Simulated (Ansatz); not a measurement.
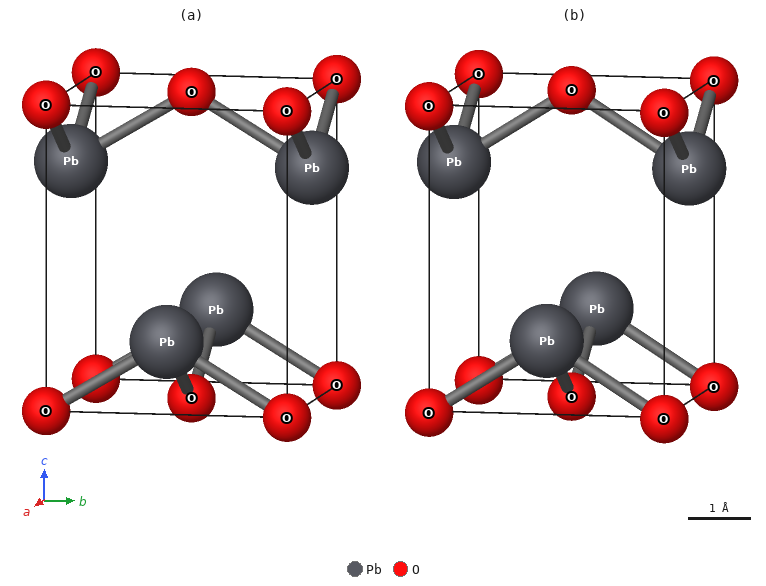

Left: crystalline PbO (built on the measured structure type). Right: the same structure after one change, at the same scale. A ball-and-stick model of the cell of the calculation, seen slightly off an axis.

Computed with DFT, r2SCAN, plane waves, PAW in Ansatz 0.2.0. (plane-wave cutoff 500 eV; k-point mesh 6 × 6 × 6; occupations fixed; no spin polarisation)

Q: What distinguishes the right structure from the left one?

A: The cell is strained by −2.4 % along b and none across it (volume −2.4 %) and atoms are displaced by up to 0.03 Å (root mean square over those that move 0.02 Å) relative to the cell. No relaxation follows.

Q: What does the change do?

A: The energy rises by 6.4 meV per atom. Pressure: 1.2 GPa before, 2.7 GPa after. The principal stresses (compression positive) are 1.7 GPa along c and 3.1 GPa across it. The largest forces, 0.018 eV/Å, act on 2 Pb atoms of the calculation's cell. Among the bonded contacts that change: O–Pb 2.315 → 2.297 to 2.310 Å. The space group (tolerance 0.01 Å) goes from P4/nmm (No. 129) to Pmmn (No. 59).
